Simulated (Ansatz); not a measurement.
## Where C_N puts its levels in the gap of AlN (P6_3mc)

Aim: at which Fermi levels does C_N in AlN (P6_3mc) change its charge? The model is a cell of 432 host atoms with 1 N taken out and 1 C put in.

Program: Ansatz 0.2.0. Level of theory: place-levels on PBEsol runs: charge-transition levels and formation energies with image-charge correction and potential alignment at the atomic sites; PAW set soft_1. Results are calculated unless marked as measured.

## Step 1: The structure

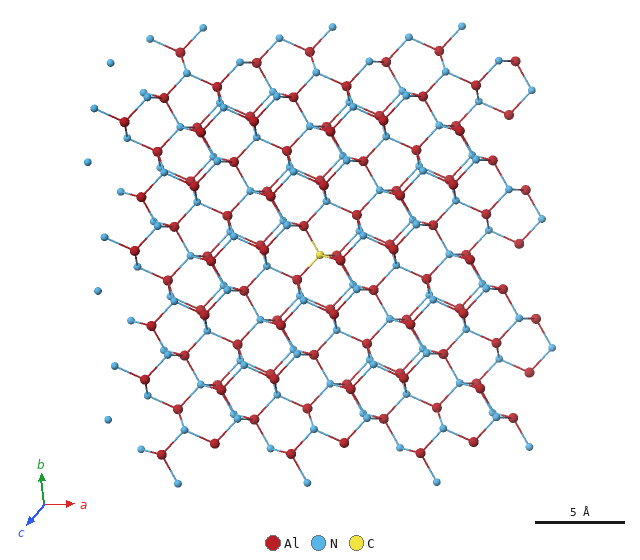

Start, viewed in part; aluminium red, nitrogen blue, carbon yellow. Drawn is a slice 4 Å thick, seen along the normal of the ab plane. Bonds to atoms that aren't drawn are left out.

The cell holds 432 atoms: 216 Al, 215 N and 1 C. Its edges and angles: a = 22.029 Å, b = 22.029 Å, c = 17.629 Å, α = 125.1°, β = 125.1°, γ = 94.5°. It derives from AlN (space group P6_3mc). Nearest the centre at fractional (0.508, 0.452, 0.500): C223 at 0.00 Å, Al209 at 1.89 Å, Al228 at 1.89 Å, Al210 at 1.89 Å, Al213 at 1.90 Å, N235 at 3.07 Å, N170 at 3.07 Å, N378 at 3.07 Å.

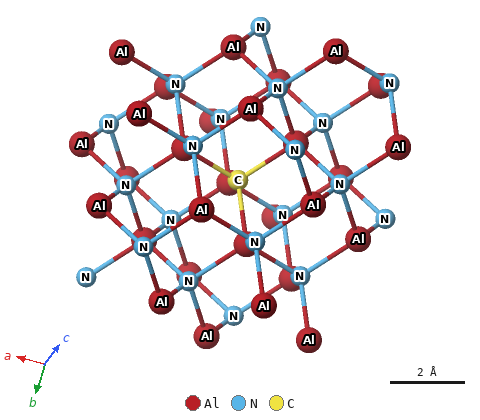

The atoms within 5 Å of the centre.

Screening for the image-charge correction: ε∞ = (4.50, 4.50, 4.73), ε0 = (8.20, 8.20, 9.74), computed on the host (DFPT, PBEsol).

The cell's shortest repeat is 17.6 Å.

## Step 2: The runs of each charge state

A transition level is the Fermi level at which two charge states cost the same, so each charge needs its own total energy, at its own relaxed structure.

Random displacements of about 0.04 Å break the site symmetry at the start, so that the relaxation can reach a distorted minimum if there is one. Forces are taken at the zone centre alone. The cell holds 1 electron more than the neutral one, with a uniform background that keeps it neutral on the whole.

One of the inputs; charge, spin and start change from state to state.

Contents of qm1.relax/input.yaml:

```yaml
crystal:
  lattice:
    - [-4.67041106, 2.69646303, 4.9836768]
    - [4.67041106, -2.69646303, 4.9836768]
    - [1.55680365, 2.69646308, -4.9836768]
  atoms:
    - { symbol: Al, position: [0.416184, 0.08285, 0.0] }
    - { symbol: Al, position: [0.416184, 0.58285, 0.5] }
    - { symbol: Al, position: [0.916184, 0.08285, 0.5] }
    - { symbol: Al, position: [0.916184, 0.58285, 0.0] }
    - { symbol: Al, position: [0.33285, 0.166184, 0.5] }
    - { symbol: Al, position: [0.33285, 0.666184, 0.0] }
    - { symbol: Al, position: [0.83285, 0.166184, 0.0] }
    - { symbol: Al, position: [0.83285, 0.666184, 0.5] }
    - { symbol: "N", position: [0.10715, 0.273816, 0.5] }
    - { symbol: "N", position: [0.10715, 0.773816, 0.0] }
    - { symbol: "N", position: [0.60715, 0.273816, 0.0] }
    - { symbol: "N", position: [0.60715, 0.773816, 0.5] }
    - { symbol: "N", position: [0.023816, 0.35715, 0.0] }
    - { symbol: "N", position: [0.023816, 0.85715, 0.5] }
    - { symbol: "N", position: [0.523816, 0.35715, 0.5] }
    - { symbol: "N", position: [0.523816, 0.85715, 0.0] }
  supercell: [3, 3, 3]
  defects: [{ substitution: { at: 222, symbol: C } }]
total_charge: -1
basis:
  ecutwfc: 420
  xc_grid: 2
hamiltonian:
  xc: pbesol
  pseudopotentials: { kind: paw, azcp: { folder: soft_1 }, xc_functional: pbe }
kpoints:
  mp_grid: { grid: [1, 1, 1] }
scf:
  occupations: { method: fixed }
  max_iter: 60
output:
  forces: true
  charged_corrections:
    epsilon: [4.5, 4.5, 4.73]
    static_epsilon: [8.2, 8.2, 9.74]
    defect_position: [0.507939, 0.452383, 0.5]
relax:
  f_tol: 0.02
  max_steps: 60
  random_displacement: { amplitude: 0.04, seed: 8312 }
checkpoint:
  write: "../qm1.relax.run"
  compress: false
  write_wavefunctions: true
  write_every: 100000
```

On the command line:

```sh
ansatz run input.yaml --threads 32 --pin off --max-ram 84787MiB --backend cuda --events-out ev --progress --plain --runs-dir out --max-vram 78GiB
```

The energy is taken again at one point at (¼, ¼, ¼), on the same structure.

The run of this state that the levels use, under PBEsol:

Contents of qm1.quarter/input.yaml:

```yaml
crystal:
  checkpoint: "../qm1.relax.run"
  host: checkpoint
total_charge: -1
basis:
  ecutwfc: 420
  xc_grid: 2
hamiltonian:
  xc: pbesol
  pseudopotentials: { kind: paw, azcp: { folder: soft_1 }, xc_functional: pbe }
kpoints:
  mp_grid: { grid: [1, 1, 1], shift: [0.25, 0.25, 0.25] }
scf:
  occupations: { method: fixed }
  max_iter: 60
output:
  forces: true
  charged_corrections:
    epsilon: [4.5, 4.5, 4.73]
    static_epsilon: [8.2, 8.2, 9.74]
    defect_position: [0.507939, 0.452383, 0.5]
  eigenvalues: true
  eigenstates: { localisation: true }
checkpoint:
  read: "../qm1.relax.run"
  write: "../qm1.quarter.run"
  compress: false
  write_wavefunctions: false
  write_every: 100000
```

Relaxations under PBEsol at the zone centre alone; times on 1 × NVIDIA GB200 with 32 threads of Arm Neoverse V2, shared host:

| charge | moment (μB) | occupations | outcome | steps | largest displacement against the far atoms (Å) | time |
| --- | --- | --- | --- | --- | --- | --- |
| −1 | 0 | fixed | converged | 6 | 0.07 | 23 s |
| 0 | 1 | fixed | converged | 13 | 0.09 | 66 s |

Single points under PBEsol at one point at (¼, ¼, ¼); times on 1 × NVIDIA GB200 with 32 threads of Arm Neoverse V2, shared host:

| charge | moment (μB) | occupations | outcome | time |
| --- | --- | --- | --- | --- |
| −1 | 0 | fixed | converged | 13 s |
| 0 | 1 | fixed | converged | 32 s |

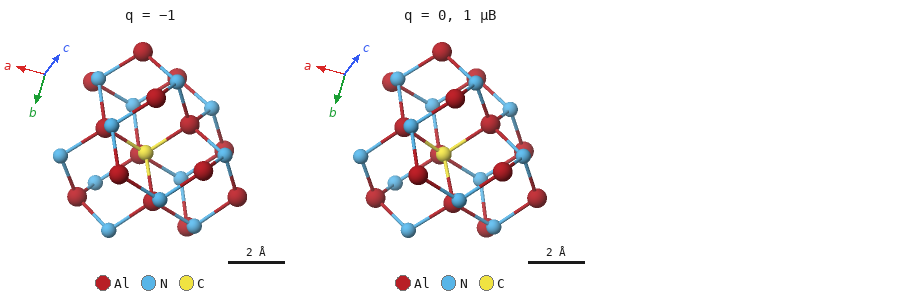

The structures near the centre after relaxation with PBEsol, by charge.

Distances (Å) from C223 to the nearest atoms after relaxation with PBEsol:

| charge | moment (μB) | 1. | 2. | 3. | 4. | 5. | 6. |
| --- | --- | --- | --- | --- | --- | --- | --- |
| −1 | 0 | Al 1.89 | Al 1.89 | Al 1.89 | Al 1.91 | Al 2.97 | N 3.09 |
| 0 | 1 | Al 1.93 | Al 1.93 | Al 1.93 | Al 2.03 | Al 2.95 | N 3.02 |

## Step 3: Placing the levels, PBEsol, the zone centre alone

qm1.gamma/input.yaml, as its differences from qm1.quarter/input.yaml of step 2:

```diff
@@ -11,3 +11,3 @@
 kpoints:
-  mp_grid: { grid: [1, 1, 1], shift: [0.25, 0.25, 0.25] }
+  mp_grid: { grid: [1, 1, 1] }
 scf:
@@ -22,6 +22,5 @@
   eigenvalues: true
-  eigenstates: { localisation: true }
 checkpoint:
   read: "../qm1.relax.run"
-  write: "../qm1.quarter.run"
+  write: "../qm1.gamma.run"
   compress: false
```

The job ended after 3.9 s (1 × NVIDIA GB200 with 32 threads of Arm Neoverse V2, shared host; peak memory 1.8 GiB; 12 s of CPU time).

Contents of levels.gamma.yaml:

```yaml
host:
  run: host.gamma.run
states: [qm1.gamma.run, q0_M1.gamma.run]
geometry_from:
  qm1.gamma.run: qm1.relax.run
  q0_M1.gamma.run: q0_M1.relax.run
  host.gamma.run: host.relax.run
chemical_potentials:
  "N":
    energy: -378.476431
    dataset: "<sha256 of the dataset>"
  C:
    energy: -246.668769
    dataset: "<sha256 of the dataset>"
```

On the command line:

```sh
ansatz place-levels levels.gamma.yaml -- --threads 32 --pin off --max-ram 84787MiB --backend cuda --max-vram 78GiB
```

Numbers of over 12 decimals in the logs are rounded to 6 here.

Log:

```text
(0/-1) 0.897 eV above the valence edge, 3.199 eV under the conduction edge
formation energy of charge 0: +5.069 eV with the Fermi level at the valence edge
formation energy of charge -1: +5.967 eV with the Fermi level at the valence edge
  edges by pbesol, gap 4.096 eV; the host is sampled to repeats of 17.63 Å
[... the lines on each state left out ...]
```

The job ended after 0.52 s (32 threads).

Under PBEsol the gap is 4.10 eV, (0/−1) 0.90 eV.

## Step 4: Levels against the band edges, PBEsol, one point at (¼, ¼, ¼)

A charged cell interacts with its images and the background, and its potential has another zero than the host's. place-levels removes the first by a point-charge model, screened by the static dielectric constant since the ions have relaxed around the charge, and the second by comparing potentials at atoms far from the defect.

The host is a run of the defect-free crystal in the same cutoffs, grids and k-points, so that basis and sampling errors cancel in part in the differences. The host is run in a cell of 16 atoms on a matching mesh. Its band edges are searched through the zone by a band path, so the gap is smaller than, or equal to, that on the mesh. Chemical potentials are energies per atom of N (N2 molecule) and C (diamond), run with the same functional and cutoff. Carbon is taken as diamond, which semilocal functionals can put about 0.1 eV an atom over graphite.

Contents of levels.quarter.yaml:

```yaml
host:
  run: host.quarter.run
states: [qm1.quarter.run, q0_M1.quarter.run]
geometry_from:
  qm1.quarter.run: qm1.relax.run
  q0_M1.quarter.run: q0_M1.relax.run
  host.quarter.run: host.relax.run
chemical_potentials:
  "N":
    energy: -378.476431
    dataset: "<sha256 of the dataset>"
  C:
    energy: -246.668769
    dataset: "<sha256 of the dataset>"
```

On the command line:

```sh
ansatz place-levels levels.quarter.yaml -- --threads 32 --pin off --max-ram 84787MiB --backend cuda --max-vram 78GiB
```

Log:

```text
(0/-1) 0.895 eV above the valence edge, 3.202 eV under the conduction edge
formation energy of charge 0: +5.070 eV with the Fermi level at the valence edge
formation energy of charge -1: +5.965 eV with the Fermi level at the valence edge
  edges by pbesol, gap 4.097 eV; the host is sampled to repeats of 18.68 Å
  the defect's cells are sampled to repeats of 18.68 Å, like sampling
  charge 0: +0.000 eV for its dipole among its images, +0.000 omitted
  charge -1: -195543.1939 eV with its correction of +0.143 eV, at epsilon [8.2, 8.2, 9.74], aligned at sites: +0.0014 eV, mean over 161 atomic sites at or beyond 8.81 Å from the defect at [0.5079, 0.4524, 0.5000], with -0.000393 for the charge's moments and [...]
  of states[0] (qm1.quarter.run): how wide its charge is, is not read beside other atoms or cores, and a band state would take no correction. [...]
```

It took 0.55 s on 32 threads.

Under PBEsol the gap is 4.10 eV, (0/−1) 0.90 eV; the stage before (PBEsol, at other k-points) gave a gap of 4.10 eV and levels within 0.00 eV of these.

Levels between the charges placed, in eV above the valence top:

|  | gap (eV) | (0/−1) |
| --- | --- | --- |
| PBEsol | 4.10 | 0.90 |

Corrections by state:

| charge | moment (μB) | image terms and alignment (eV) | band filling (eV) | ε used | over the lowest of its charge, as the program ranks them, band filling apart (eV) |
| --- | --- | --- | --- | --- | --- |
| 0 | 1.0 | 0.000 | - | - | 0.000 |
| −1 | 0.0 | 0.143 | - | principal values (8.20, 8.20, 9.74) | 0.000 |

From the program's caveats on the states, each cut to its opening words:

- charge −1: how wide its charge is, is not read beside other atoms or cores, and a band state would take no correction

The host's formation energy from the elements is -1.466 eV per atom; it sets how far the chemical potentials can move.

Limit set by the element alone; other compounds of these elements are not counted. Chemical potentials from the elements' reference states: Al 0.00 eV, N -2.93 eV, C 0.00 eV. Formation energies (Al-rich), with the Fermi level at the valence top and at the conduction bottom (gap 4.10 eV):

| charge | at valence top (eV) | at conduction bottom (eV) | correction included (eV) |
| --- | --- | --- | --- |
| 0 | 2.14 | 2.14 | 0.00 |
| −1 | 3.03 | -1.06 | 0.14 |

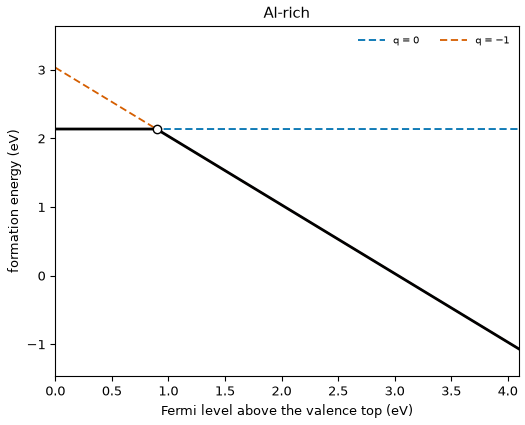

Formation energy against Fermi level; the thick line follows the lowest charge state and circles mark the transition levels.

Limit set by the element alone; other compounds of these elements are not counted. Chemical potentials from the elements' reference states: N 0.00 eV, Al -2.93 eV, C 0.00 eV. Formation energies (N-rich), with the Fermi level at the valence top and at the conduction bottom (gap 4.10 eV):

| charge | at valence top (eV) | at conduction bottom (eV) | correction included (eV) |
| --- | --- | --- | --- |
| 0 | 5.07 | 5.07 | 0.00 |
| −1 | 5.97 | 1.87 | 0.14 |

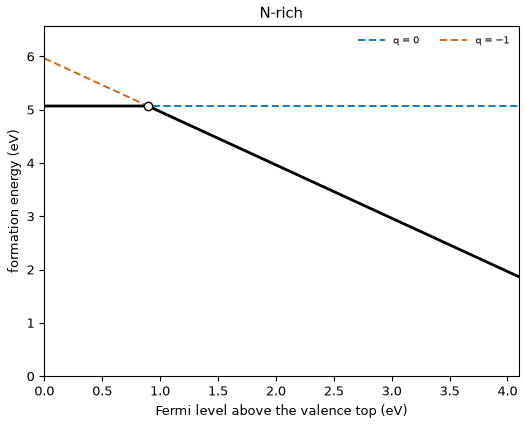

Formation energy against Fermi level; the thick line follows the lowest charge state and circles mark the transition levels.

## Step 5: Side by side

Levels between neighbouring charges, in eV above each run's own valence top:

|  | gap (eV) | (0/−1) | GPU time a state at this stage (restarts are quicker than cold starts) |
| --- | --- | --- | --- |
| PBEsol, zone centre alone | 4.10 | 0.90 | 4.8 s |
| PBEsol, (¼, ¼, ¼) | 4.10 | 0.90 | 23 s |

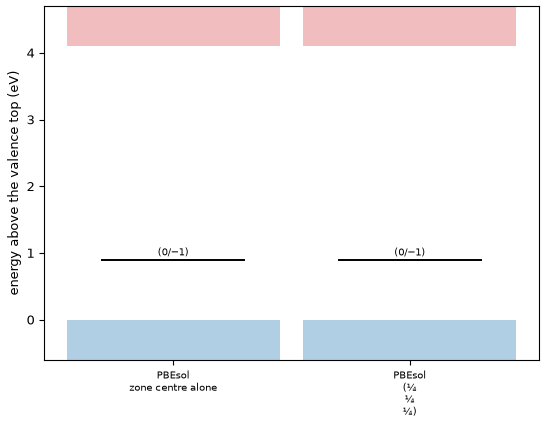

Levels between stable charges at each rung, each against its own band edges (shaded).

## Step 6: What came out

```
gap of the host                                                          : 4.10 eV (PBEsol)
level (0/minus 1)                                                        : 0.90 eV above the valence top
lowest of the charges placed, just above the valence top (0.02 eV)       : 0
lowest of the charges placed, just below the conduction bottom (0.02 eV) : −1
lowest formation energy at mid-gap of the charges run, Al-rich           : 0.98 eV
lowest formation energy at mid-gap of the charges run, N-rich            : 3.92 eV
```

Of the charges placed (−1 and 0), the lowest changes at 0.90 eV (0/−1) above the valence top, in a gap of 4.10 eV. Charges above 0 and below −1 were not placed, so these runs say nothing of levels that involve them. States placed: 0 at 1 μB; −1 at 0 μB. Other spin states or structures, where not listed, weren't placed. C is taken at its element; compounds, which aren't counted here, bound the chemical potentials and would shift these formation energies. Keep in mind: one k-point off the zone centre stands for the whole zone; PBEsol makes the gap too small and tends to spread out bound carriers; where a gas molecule sets a chemical potential or the host's formation energy, its binding is uncorrected.

[Logs are printed without paths, hosts, clocks, repeated set-up lines and the standing remarks that a program may print on its own settings, such as how far it seeks lower states.]

[Hosts, paths, dates, database ids (printed as entryN), source tags and the programs' standing remarks are cut or masked in the printed files.]

[Where a table of states has a column of steps, it counts the stored structures, which are thinned; the runs took as many ionic steps or more.]

[A defect's name tells the site on which it was built; relaxed atoms can leave that site.]

[For some hosts the program warned that the k-mesh of the response run may be too coarse for force constants and the static dielectric constant; such warnings are not shown here.]
